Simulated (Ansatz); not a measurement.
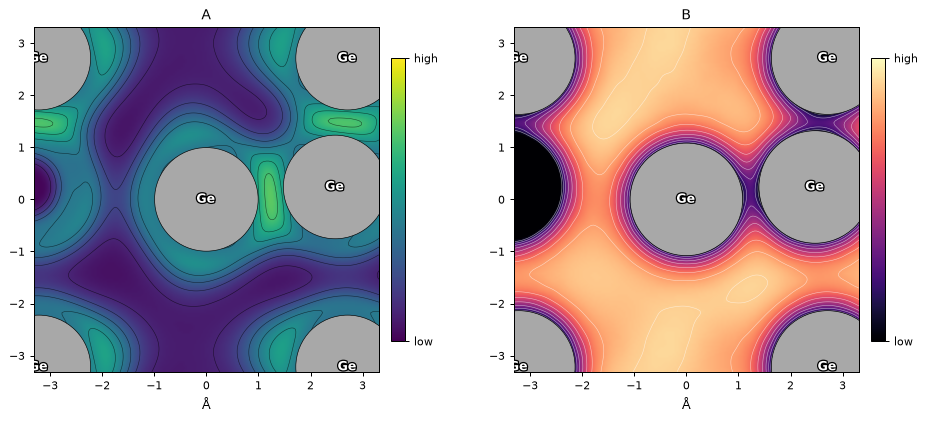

Ge: 2 fields on the (001) plane of the conventional cell, with unlabelled colour scales. Grey discs cover the atomic cores.

Space group P4₃2₁2; computed pressure about 4 GPa in this cell.

These are results of DFT, PBE, plane-wave PAW, default files, scalar-relativistic, frozen cores (Ansatz), not measurements.

```xyz
12
Lattice="5.9300 0.0000 0.0000 0.0000 5.9300 0.0000 0.0000 0.0000 6.9102" Properties=species:S:1:pos:R:3 pbc="T T T"
Ge    0.5380    0.5380    0.0000
Ge    2.4270    3.5030    5.1826
Ge    5.3920    5.3920    3.4551
Ge    3.5030    2.4270    1.7275
Ge    1.0291    2.1886    1.8099
Ge    0.7764    3.9941    0.0823
Ge    4.9009    3.7414    5.2650
Ge    5.1536    1.9359    3.5374
Ge    3.9941    0.7764    6.8279
Ge    3.7414    4.9009    1.6452
Ge    1.9359    5.1536    3.3728
Ge    2.1886    1.0291    5.1003
```

Q: Match the panels to the quantities (electron localisation function and electrostatic potential energy of an electron).

A: Panel A: electron localisation function. Panel B: electrostatic potential energy of an electron (low next to the atoms, rising into the space between them). From the grid: Ge–Ge (2.49 Å): the ELF peaks at about 0.75 between the atoms.
